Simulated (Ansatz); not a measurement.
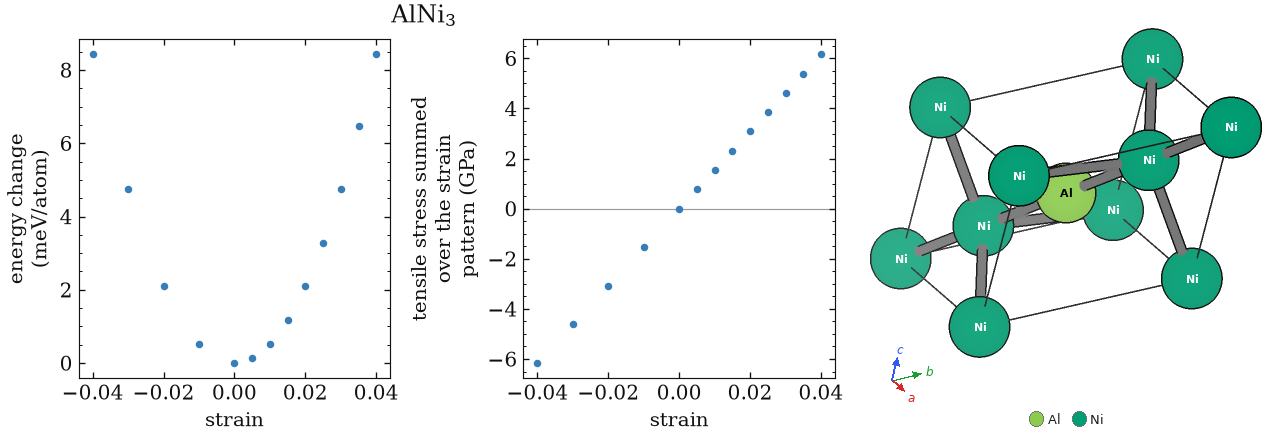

Plotted: energy change and tensile stress summed over the strain pattern against strain for AlNi₃, space group Fm-3m (No. 225). The cell is drawn beside the plot.

Starting cell:
```yaml
crystal:
  lattice:
    - [0.00000, 2.79841, 2.79841]
    - [2.79841, 0.00000, 2.79841]
    - [2.79841, 2.79841, 0.00000]
  atoms:
    - { symbol: Al, position: [0.50000, 0.50000, 0.50000] }
    - { symbol: Ni, position: [0.25000, 0.25000, 0.25000] }
    - { symbol: Ni, position: [0.00000, 0.00000, 0.00000] }
    - { symbol: Ni, position: [0.75000, 0.75000, 0.75000] }
```

Computed with Ansatz 0.2.0: homogeneous strain of a crystal along one Voigt pattern with engineering shear, fractional coordinates fixed, by plane-wave density functional theory with PAW datasets, free energies less that of the undisturbed cell; scalar-relativistic. Level: PBEsol, no spin polarisation.

wave cutoff 420 eV; k mesh 14×14×14; occupations Gaussian; smearing width 0.15 eV; k shift (0, 0, 0) (mesh steps); start relaxed; strain pattern (0, 0, 0, 1, 0, 0) (xx yy zz yz xz xy with engineering shear).

The points at strain −0.03, −0.01, 0.02 and 0.04 follow from computed ones by symmetry.

**Where is the energy change lowest, and are there other minima?**

The lowest computed point is at strain 0.000 (0.00 meV/atom), in a single well.

**How does the tensile stress summed over the strain pattern vary with strain?**

It rises from −6.2 GPa at strain −0.040 to 6.2 GPa at 0.040, and changes sign near 0.000.

**Which elastic constant follows from the slope of the stress, and how large is it?**

The slope of stress against strain at the start, which at zero pressure is the clamped-ion constant C44, is 154 GPa.

**What does the calculation give for the second derivative of tensile stress?**

0 GPa.

**What does the calculation give for the tensile stress at start?**

0 GPa.

Limits of the calculation: no spin polarisation, a magnetic state may lie lower.
